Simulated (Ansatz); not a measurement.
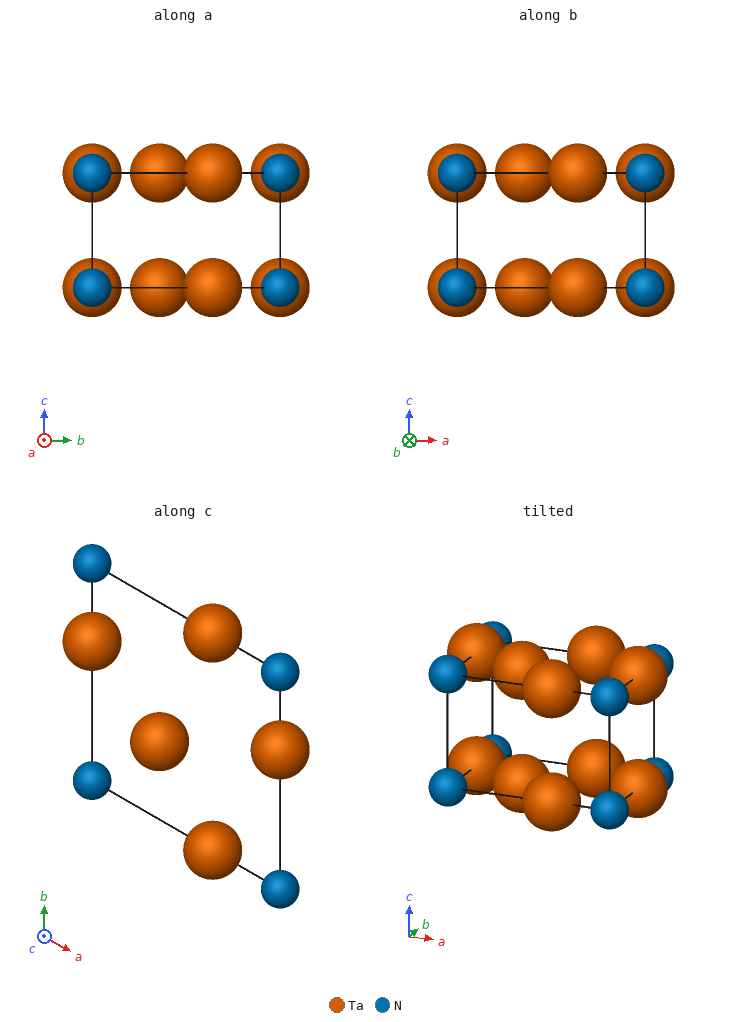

A spheres-only rendering, viewed along the a axis, along the b axis, along the c axis and slightly off an axis. The wireframe shows the conventional unit cell.

Lattice parameters: a = 5.377 Å, b = 5.377 Å, c = 2.837 Å, α = 90.00°, β = 90.00°, γ = 120.00°. Put a along x and b in the xy plane.

### From the views, write a POSCAR file, with free fractional coordinates to two decimals.

```
Ta N
1.0
     5.377    0.000    0.000
    -2.689    4.657    0.000
     0.000    0.000    2.837
Ta N
3 1
Direct
  0.64 0.00 0.00
  0.00 0.64 0.00
  0.36 0.36 0.00
  0.00 0.00 0.00
```

Origin of the cell: a random cell made by a generator, so it need not be a real form of the compound. Earlier steps of the study may have refined or changed the cell and positions. A calculation with Ansatz used it as input.
